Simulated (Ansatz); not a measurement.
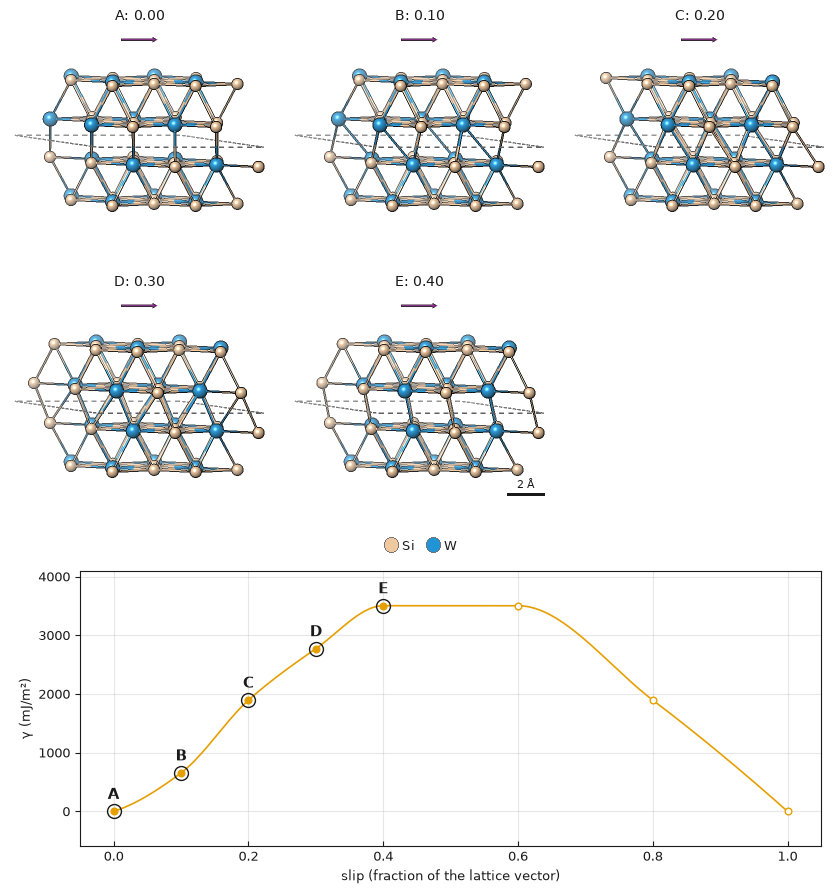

A scan of solid Si₂W (P6_222): the crystal above a cut along the (0 0 1) plane of the conventional cell (between a plane of Si/W below and one of Si/W above, 2.20 Å apart) is slid rigidly by fractions of an in-plane lattice vector 4.58 Å long (a generalised stacking fault). One cut stands in each cell, which starts 13.2 Å high; nothing is relaxed, and the dashed outline marks the cut, the arrow on top the direction of slip. The lettered frames are marked on the plot. Hollow markers are points alike by symmetry, not computed again. A ball-and-stick model of the layers on both sides of the cut, seen from the side, nearly along the cut plane.

Computed with DFT r2SCAN, scalar-relativistic, plane waves, PAW in Ansatz. Set-up: plane-wave cutoff 500 eV; k-point mesh 8 × 8 × 3; occupations gaussian; smearing width 0.03 eV; no spin polarisation. Energies (free energies at the smearing named) are counted from the relaxed crystal.

### What does the scan show?

The curve starts and ends at zero, since a full lattice vector restores the crystal. Its highest computed point is 3504 mJ/m² at slip 0.40 and 0.60. The points are too sparse to place its extrema closely. Relaxation across the fault would lower the values. The band gap on the mesh, 0.12 eV in the reference, closes at 0.20, 0.30, 0.40.
